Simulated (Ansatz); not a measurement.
**Ge: geometry relaxation (part 1 of 2)**

- system: Ge (P6₃/mmc, 4 atoms in the cell)
- method: DFT, HSE06, plane waves, PAW, no spin polarisation (Ansatz 0.2.0)

The structure was built on a prototype by a generator. The geometry comes from this level: r2SCAN. Figures and captions count atoms from 1; the log counts them from 0 in places.

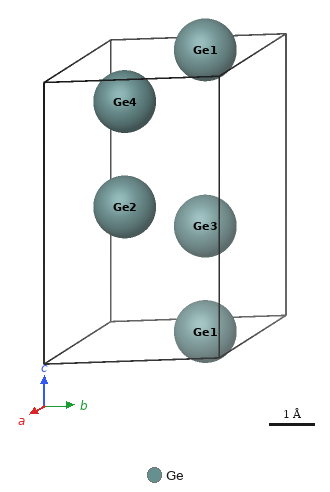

Figure 1. The structure as given in the input (spheres-only view of the cell of the calculation, seen slightly off an axis; atoms are numbered from 1 in the order of the input). An atom can appear more than once, as a periodic image.

Input file:
```yaml
crystal:
  lattice:
    - [3.9976151877, 0.0, 0.0]
    - [-1.9988075938, 3.4620363071, 0.0]
    - [0.0, 0.0, 6.5928194951]
  atoms:
    - { symbol: Ge, position: [0.3333333333, 0.6666666667, 0.0003695976] }
    - { symbol: Ge, position: [0.6666666667, 0.3333333333, 0.5003695976] }
    - { symbol: Ge, position: [0.3333333333, 0.6666666667, 0.3746304024] }
    - { symbol: Ge, position: [0.6666666667, 0.3333333333, 0.8746304024] }
kpoints:
  mp_grid: { grid: [6, 6, 2] }
hamiltonian:
  xc: hse06
scf:
  occupations: { method: fermi_dirac, width: 0.02 }
relax:
  f_tol: 0.005
  cell: {}
output:
  write_density: true
  write_potential: true
  elf: true
  volumetric_format: npy
```

Machine: 2 threads of Arm Neoverse V2, 24 GiB of memory available, shared host.

Launched with:
```bash
ansatz run input.yaml --threads 2 --pin off --max-ram 2211MiB --backend cpu --events-out ev --progress --plain --runs-dir out
```

What the program printed:
```
Engine: ansatz 0.2.0, aarch64-unknown-linux-gnu
Pseudopotentials: kind: paw
Pseudopotential: Ge, paw, valence charge 14, recommended cutoff 420 eV (normal), Ge.paw.azcp
Functional definition: HSE06
  parameter a = 0.25
  parameter omega = 0.11/bohr
  exchange = pbe_x - a*pbe_x_sr(omega) + a*exact_x_sr(omega)
  correlation = pbe_c
Crystal: 4 atoms, lattice volume = 91.244 Å³
Basis set: ecut = 420 eV, 1763 PW (Γ), exchange–correlation on 54×54×90 points (8 copies of the dense FFT grid, shifted against one another)
Bands: 34, of which v1, the nominal top of the filled ones, is band 28 counted from 1 (27 counted from 0)
Symmetry: 24 space group operations
Space group: P63/mmc (ITA 194), of the structure as read, at distance tolerance 4.5e-5 Å
k-points: 14 of 72
Non-local potential: Ge, projectors of the file, l = 0: 2, l = 1: 2, l = 2: 3, l = 3: 1
PAW form: soft (Blöchl's): semilocal exchange-correlation on the pseudo side does not see the compensation charge
PAW frozen core: Ge, regenerated for the run's functional, and the local potential with it (the file was generated under x = pbe(κ = 0.804, μ = 0.2195149727645171), c = pbe(β = 0.06672455060314922))
PAW one-centre angular grid: Ge, 590 points (default); XC on 64 Gauss nodes
Initial density: superposition of atomic densities (neutral atoms: chi_scale 0, normalization atom), corrected by the library's trained network
Initial wavefunctions: pseudopotential atomic-orbital guess
Functional: x = pbe(κ = 0.804, μ = 0.2195149727645171), c = pbe(β = 0.06672455060314922), warm-up for x = pbe(κ = 0.804, μ = 0.2195149727645171) + 0.25 (exact − pbe) at short range (hse, ω = 0.20786987370883472 Å⁻¹), c = pbe(β = 0.06672455060314922); HSE06 as pw.x's `hse` composes it (authors' and Libxc's form: `xc: wpbeh`)
SCF iter   1: F=—  HF=-17179.820326 eV  |F-HF|=—  |Δ(HF+E_count)|=         —  Δρ=1.47e-3  dr2=1.44e-3  ethr=1.77e-3  ⟨swp⟩=6.1  Hψ=1774  notcnv=0
preconditioner: auto → none  [insulator: Δε(μ)=0.099 eV  Ē_g=22.586 eV  σ=0.020 eV  W_gap=0.84  n_scr=22 (ndim 8)  ℏωp=29.1 eV  f_vac=0.072  D(μ)=0.28/eV (n_scr^D=0)]
SCF iter   2: F=—  HF=-17179.821218 eV  |F-HF|=—  |Δ(HF+E_count)|=   8.93e-4  Δρ=6.92e-4  dr2=2.76e-4  ethr=2.57e-6  ⟨swp⟩=3.3  Hψ=1352  notcnv=0  defer=1
iter 3 solved again at ethr=1.34e-8 eV; its pass at ethr=4.92e-7 eV (dr2=7.49e-6 eV) is discarded
SCF iter   3: F=—  HF=-17179.821397 eV  |F-HF|=—  |Δ(HF+E_count)|=   1.79e-4  Δρ=1.39e-4  dr2=8.13e-6  ethr=1.34e-8  ⟨swp⟩=3.4  Hψ=2161  notcnv=0  defer=1
SCF iter   4: F=—  HF=-17179.821399 eV  |F-HF|=—  |Δ(HF+E_count)|=   1.70e-6  Δρ=2.49e-5  dr2=3.76e-7  ethr=1.34e-8  ⟨swp⟩=3.1  Hψ=1268  notcnv=0  defer=1
SCF iter   5: F=—  HF=-17179.821399 eV  |F-HF|=—  |Δ(HF+E_count)|=   5.40e-7  Δρ=7.81e-6  dr2=3.01e-8  ethr=6.71e-10  ⟨swp⟩=3.2  Hψ=1269  notcnv=0
SCF iter   6: F=—  HF=-17179.821400 eV  |F-HF|=—  |Δ(HF+E_count)|=   6.53e-8  Δρ=8.96e-7  dr2=4.42e-10  ethr=5.38e-11  ⟨swp⟩=3.3  Hψ=991  notcnv=0
SCF iter   7: F=-17179.821400 eV  HF=-17179.821400 eV  |F-HF|=2.91e-11  |Δ(HF+E_count)|=   1.17e-9  Δρ=1.61e-7  dr2=2.00e-11  ethr=1.00e-12  ⟨swp⟩=4.1  Hψ=1044  notcnv=0
SCF 1 converged in 7 iterations: F = -17179.821400 eV  dr2 = 2.00e-11
  greatest PAW one-centre occupation: 0.998 electrons in one spin orbital (limit 2), on the Ge atom at site 3 (counted from 0), in its partial waves of l = 2
Initial density: handed on by an earlier stage of this run
Initial wavefunctions: those handed on with the density
Functional: x = pbe(κ = 0.804, μ = 0.2195149727645171) + 0.25 (exact − pbe) at short range (hse, ω = 0.20786987370883472 Å⁻¹), c = pbe(β = 0.06672455060314922); HSE06 as pw.x's `hse` composes it (authors' and Libxc's form: `xc: wpbeh`)
Exchange kernel: α = 0.2500, screened, ω = 0.2079 Å⁻¹, Wigner–Seitz truncation, v(0) = 1032.3133 eV·Å³, q-mesh 6×6×2, nearest image of the exchange supercell L = 13.19 Å, pair-density grid 20×20×32, without the augmentation charges, whose exchange is taken in its separable form by FFT convolution over the k-point mesh (sized by the pseudopotential files, 24×24×45 at the most), smooth part of the exact exchange by density-matrix convolution
Frozen-core exchange: fock
iter 1 solved again at ethr=4.81e-5 eV; its pass at ethr=1.00e-1 eV (dr2=2.69e-2 eV) is discarded
SCF iter   1: F=—  HF=-17183.361834 eV  |F-HF|=—  |Δ(HF+E_count)|=         —  Δρ=1.28e-2  dr2=4.80e-2  ethr=4.81e-5  ⟨swp⟩=4.4  Hψ=2791  notcnv=0
eigensolver tolerance schedule calibrated: the retry pair's looser diagonalisation under-reported the residual by θ = 0.38 (0.12/decade); ethr = c·dr2/N_el runs at the constant in force after the calibration composes with the one it found (an armed cap, an earlier calibration), c = 7.5e-2
preconditioner: auto → none  [insulator: Δε(μ)=0.230 eV  Ē_g=25.932 eV  σ=0.020 eV  W_gap=0.99  n_scr=22 (ndim 8)  ℏωp=29.1 eV  f_vac=0.069  D(μ)=0.01/eV (n_scr^D=0)]
SCF iter   2: F=—  HF=-17183.324764 eV  |F-HF|=—  |Δ(HF+E_count)|=   3.71e-2  Δρ=3.65e-3  dr2=5.71e-3  ethr=4.81e-5  ⟨swp⟩=3.0  Hψ=1363  notcnv=0
SCF iter   3: F=—  HF=-17183.347442 eV  |F-HF|=—  |Δ(HF+E_count)|=   2.27e-2  Δρ=2.97e-3  dr2=2.28e-3  ethr=4.89e-6  ⟨swp⟩=4.0  Hψ=1473  notcnv=0
SCF iter   4: F=—  HF=-17183.347087 eV  |F-HF|=—  |Δ(HF+E_count)|=   3.55e-4  Δρ=1.11e-3  dr2=3.98e-4  ethr=2.93e-6  ⟨swp⟩=2.0  Hψ=870  notcnv=0
SCF iter   5: F=—  HF=-17183.347069 eV  |F-HF|=—  |Δ(HF+E_count)|=   1.78e-5  Δρ=4.29e-5  dr2=3.60e-5  ethr=4.14e-7  ⟨swp⟩=3.0  Hψ=896  notcnv=0
SCF iter   6: F=-17183.347387 eV  HF=-17183.347393 eV  |F-HF|=6.25e-6  |Δ(HF+E_count)|=   3.24e-4  Δρ=1.27e-4  dr2=6.61e-6  ethr=7.28e-10  ⟨swp⟩=5.1  Hψ=1762  notcnv=0
SCF 2 stopped early in 6 iterations: F = -17183.347387 eV  dr2 = 6.61e-6
[... from here on the iterations of each SCF are left out, up to the last one ...]
  Residual-converged pass: ⟨swp⟩=2.1  Hψ=869  notcnv=0  max |occ|·‖R‖ = 6.6e-6 eV (tolerance 6.7e-6 eV)  dr2=6.61e-6  dr2_onsite=4.16e-6  max |Δocc| = 3.0e-14
hybrid outer 1: dexx = +2.697e-2 eV, tail = 1.90e-4 eV
Exchange kernel: α = 0.2500, screened, ω = 0.2079 Å⁻¹, Wigner–Seitz truncation, v(0) = 1032.3133 eV·Å³, q-mesh 6×6×2, nearest image of the exchange supercell L = 13.19 Å, pair-density grid 20×20×32, without the augmentation charges, whose exchange is taken in its separable form by FFT convolution over the k-point mesh (sized by the pseudopotential files, 24×24×45 at the most), smooth part of the exact exchange by density-matrix convolution
Frozen-core exchange: fock
preconditioner: auto → none  [insulator: Δε(μ)=0.374 eV  Ē_g=25.727 eV  σ=0.020 eV  W_gap=1.00  n_scr=22 (ndim 8)  ℏωp=29.1 eV  f_vac=0.070  D(μ)=0.00/eV (n_scr^D=0)]
SCF 3 stopped early in 5 iterations: F = -17183.348673 eV  dr2 = 4.84e-10
  Residual-converged pass: ⟨swp⟩=2.1  Hψ=860  notcnv=0  max |occ|·‖R‖ = 8.2e-7 eV (tolerance 8.5e-7 eV)  dr2=4.84e-10  dr2_onsite=1.31e-10  max |Δocc| = 4.4e-16
hybrid outer 2: dexx = +2.809e-6 eV, tail = 5.73e-8 eV, Δε = 5.65e-3 eV (about 1.77e-4 eV left of the loop's levels), ΔF = 1.41e-3 eV/Å (tail 6.05e-4)
Exchange kernel: α = 0.2500, screened, ω = 0.2079 Å⁻¹, Wigner–Seitz truncation, v(0) = 1032.3133 eV·Å³, q-mesh 6×6×2, nearest image of the exchange supercell L = 13.19 Å, pair-density grid 20×20×32, without the augmentation charges, whose exchange is taken in its separable form by FFT convolution over the k-point mesh (sized by the pseudopotential files, 24×24×45 at the most), smooth part of the exact exchange by density-matrix convolution
Frozen-core exchange: fock
preconditioner: auto → none  [insulator: Δε(μ)=0.375 eV  Ē_g=25.725 eV  σ=0.020 eV  W_gap=1.00  n_scr=22 (ndim 8)  ℏωp=29.1 eV  f_vac=0.070  D(μ)=0.00/eV (n_scr^D=0)]
SCF 4 converged in 3 iterations: F = -17183.348673 eV  dr2 = 8.81e-12
  Residual-converged pass: ⟨swp⟩=3.0  Hψ=1235  notcnv=0  max |occ|·‖R‖ = 1.3e-7 eV (tolerance 1.3e-7 eV)  dr2=9.11e-12  dr2_onsite=2.59e-11  max |Δocc| = 5.6e-16
hybrid outer 3: dexx = +4.657e-10 eV, tail = 8.31e-11 eV, Δε = 7.29e-5 eV (about 5.38e-6 eV left of the loop's levels), ΔF = 3.35e-5 eV/Å (tail 2.37e-5)
relax step   1: F+E_penalty+E_count = -17183.34867309 eV  Δ(F+E_penalty+E_count) = +0.000e0 eV  max|allowed force component| = 6.489e-3 eV/Å  Δτ_max = 0.0000 Å  P = +0.370 GPa  Ω = 91.244 Å³  (21 SCF iters, accepted)
Crystal: 4 atoms, lattice volume = 91.674 Å³
Basis set: ecut = 420 eV, 1785 PW (Γ), exchange–correlation on 54×54×90 points (8 copies of the dense FFT grid, shifted against one another)
Exchange kernel: α = 0.2500, screened, ω = 0.2079 Å⁻¹, Wigner–Seitz truncation, v(0) = 1032.1077 eV·Å³, q-mesh 6×6×2, nearest image of the exchange supercell L = 13.15 Å, pair-density grid 20×20×32, without the augmentation charges, whose exchange is taken in its separable form by FFT convolution over the k-point mesh (sized by the pseudopotential files, 24×24×45 at the most), smooth part of the exact exchange by density-matrix convolution
Frozen-core exchange: fock
preconditioner: auto → none  [insulator: Δε(μ)=0.305 eV  Ē_g=25.651 eV  σ=0.020 eV  W_gap=1.00  n_scr=22 (ndim 8)  ℏωp=29.0 eV  f_vac=0.073  D(μ)=0.00/eV (n_scr^D=0)]
SCF 5 stopped early in 5 iterations: F = -17183.348828 eV  dr2 = 1.40e-6
  Residual-converged pass: ⟨swp⟩=4.0  Hψ=1313  notcnv=0  max |occ|·‖R‖ = 6.5e-6 eV (tolerance 6.7e-6 eV)  dr2=1.40e-6  dr2_onsite=1.88e-8  max |Δocc| = 9.6e-11
hybrid outer 1: dexx = +2.180e-2 eV, tail = 1.47e-4 eV
Exchange kernel: α = 0.2500, screened, ω = 0.2079 Å⁻¹, Wigner–Seitz truncation, v(0) = 1032.1077 eV·Å³, q-mesh 6×6×2, nearest image of the exchange supercell L = 13.15 Å, pair-density grid 20×20×32, without the augmentation charges, whose exchange is taken in its separable form by FFT convolution over the k-point mesh (sized by the pseudopotential files, 24×24×45 at the most), smooth part of the exact exchange by density-matrix convolution
Frozen-core exchange: fock
preconditioner: auto → none  [insulator: Δε(μ)=0.295 eV  Ē_g=25.708 eV  σ=0.020 eV  W_gap=1.00  n_scr=22 (ndim 8)  ℏωp=29.0 eV  f_vac=0.072  D(μ)=0.00/eV (n_scr^D=0)]
SCF 6 stopped early in 8 iterations: F = -17183.349072 eV  dr2 = 7.84e-11
  Residual-converged pass: ⟨swp⟩=2.4  Hψ=887  notcnv=0  max |occ|·‖R‖ = 8.2e-7 eV (tolerance 8.5e-7 eV)  dr2=8.04e-11  dr2_onsite=1.69e-10  max |Δocc| = 2.2e-15
hybrid outer 2: dexx = +2.288e-6 eV, tail = 1.15e-7 eV, Δε = 3.68e-3 eV (about 1.56e-4 eV left of the loop's levels), ΔF = 1.38e-2 eV/Å (tail 2.57e-3)
Exchange kernel: α = 0.2500, screened, ω = 0.2079 Å⁻¹, Wigner–Seitz truncation, v(0) = 1032.1077 eV·Å³, q-mesh 6×6×2, nearest image of the exchange supercell L = 13.15 Å, pair-density grid 20×20×32, without the augmentation charges, whose exchange is taken in its separable form by FFT convolution over the k-point mesh (sized by the pseudopotential files, 24×24×45 at the most), smooth part of the exact exchange by density-matrix convolution
Frozen-core exchange: fock
preconditioner: auto → none  [insulator: Δε(μ)=0.295 eV  Ē_g=25.705 eV  σ=0.020 eV  W_gap=1.00  n_scr=22 (ndim 8)  ℏωp=29.0 eV  f_vac=0.072  D(μ)=0.00/eV (n_scr^D=0)]
SCF 7 converged in 4 iterations: F = -17183.349072 eV  dr2 = 6.01e-12
  Residual-converged pass: ⟨swp⟩=3.0  Hψ=1258  notcnv=0  max |occ|·‖R‖ = 1.2e-7 eV (tolerance 1.3e-7 eV)  dr2=1.00e-11  dr2_onsite=3.82e-12  max |Δocc| = 8.0e-15
hybrid outer 3: dexx = +1.404e-9 eV, tail = 1.45e-10 eV, Δε = 3.98e-5 eV (about 2.18e-6 eV left of the loop's levels), ΔF = 2.45e-3 eV/Å (tail 5.44e-4)
relax step   2: F+E_penalty+E_count = -17183.34907230 eV  Δ(F+E_penalty+E_count) = -3.992e-4 eV  max|allowed force component| = 3.004e-2 eV/Å  Δτ_max = 0.0042 Å  P = +0.030 GPa  Ω = 91.674 Å³  energy of the carried Pulay correction = -8.077e-5 eV  (17 SCF iters, accepted)
Crystal: 4 atoms, lattice volume = 91.688 Å³
Basis set: ecut = 420 eV, 1787 PW (Γ), exchange–correlation on 54×54×90 points (8 copies of the dense FFT grid, shifted against one another)
Exchange kernel: α = 0.2500, screened, ω = 0.2079 Å⁻¹, Wigner–Seitz truncation, v(0) = 1032.2749 eV·Å³, q-mesh 6×6×2, nearest image of the exchange supercell L = 13.18 Å, pair-density grid 20×20×32, without the augmentation charges, whose exchange is taken in its separable form by FFT convolution over the k-point mesh (sized by the pseudopotential files, 24×24×45 at the most), smooth part of the exact exchange by density-matrix convolution
Frozen-core exchange: fock
preconditioner: auto → none  [insulator: Δε(μ)=0.322 eV  Ē_g=25.701 eV  σ=0.020 eV  W_gap=1.00  n_scr=22 (ndim 8)  ℏωp=29.0 eV  f_vac=0.071  D(μ)=0.00/eV (n_scr^D=0)]
eigensolver tolerance schedule: the retry pair's looser diagonalisation over-reported the residual by 0.30 of it (diagonalisation noise at 0.31 of the residual, at the tolerance the schedule requests for it); recorded, not acted on — ethr = c·dr2/N_el stays at c = 1.0e-1
SCF 8 stopped early in 5 iterations: F = -17183.349400 eV  dr2 = 9.38e-8
  Residual-converged pass: ⟨swp⟩=2.1  Hψ=639  notcnv=0  max |occ|·‖R‖ = 6.5e-6 eV (tolerance 6.7e-6 eV)  dr2=9.37e-8  dr2_onsite=3.18e-8  max |Δocc| = 1.8e-15
hybrid outer 1: dexx = +2.208e-3 eV, tail = 3.60e-5 eV
Exchange kernel: α = 0.2500, screened, ω = 0.2079 Å⁻¹, Wigner–Seitz truncation, v(0) = 1032.2749 eV·Å³, q-mesh 6×6×2, nearest image of the exchange supercell L = 13.18 Å, pair-density grid 20×20×32, without the augmentation charges, whose exchange is taken in its separable form by FFT convolution over the k-point mesh (sized by the pseudopotential files, 24×24×45 at the most), smooth part of the exact exchange by density-matrix convolution
Frozen-core exchange: fock
preconditioner: auto → none  [insulator: Δε(μ)=0.327 eV  Ē_g=25.703 eV  σ=0.020 eV  W_gap=1.00  n_scr=22 (ndim 8)  ℏωp=29.0 eV  f_vac=0.071  D(μ)=0.00/eV (n_scr^D=0)]
SCF 9 stopped early in 5 iterations: F = -17183.349436 eV  dr2 = 6.09e-10
  Residual-converged pass: ⟨swp⟩=3.0  Hψ=1259  notcnv=0  max |occ|·‖R‖ = 5.9e-7 eV (tolerance 5.9e-7 eV)  dr2=5.60e-10  dr2_onsite=1.17e-10  max |Δocc| = 1.5e-14
hybrid outer 2: dexx = +5.808e-7 eV, tail = 2.02e-8 eV, Δε = 1.42e-3 eV (about 5.26e-5 eV left of the loop's levels), ΔF = 8.43e-3 eV/Å (tail 1.45e-3)
Exchange kernel: α = 0.2500, screened, ω = 0.2079 Å⁻¹, Wigner–Seitz truncation, v(0) = 1032.2749 eV·Å³, q-mesh 6×6×2, nearest image of the exchange supercell L = 13.18 Å, pair-density grid 20×20×32, without the augmentation charges, whose exchange is taken in its separable form by FFT convolution over the k-point mesh (sized by the pseudopotential files, 24×24×45 at the most), smooth part of the exact exchange by density-matrix convolution
Frozen-core exchange: fock
SCF 10 converged in 4 iterations: F = -17183.349436 eV  dr2 = 3.00e-12
  Residual-converged pass: ⟨swp⟩=3.1  Hψ=1233  notcnv=0  max |occ|·‖R‖ = 1.2e-7 eV (tolerance 1.3e-7 eV)  dr2=5.25e-12  dr2_onsite=2.62e-12  max |Δocc| = 4.4e-16
hybrid outer 3: dexx = +3.360e-10 eV, tail = 3.65e-11 eV, Δε = 2.09e-5 eV (about 1.38e-6 eV left of the loop's levels), ΔF = 1.46e-3 eV/Å (tail 2.79e-4)
```
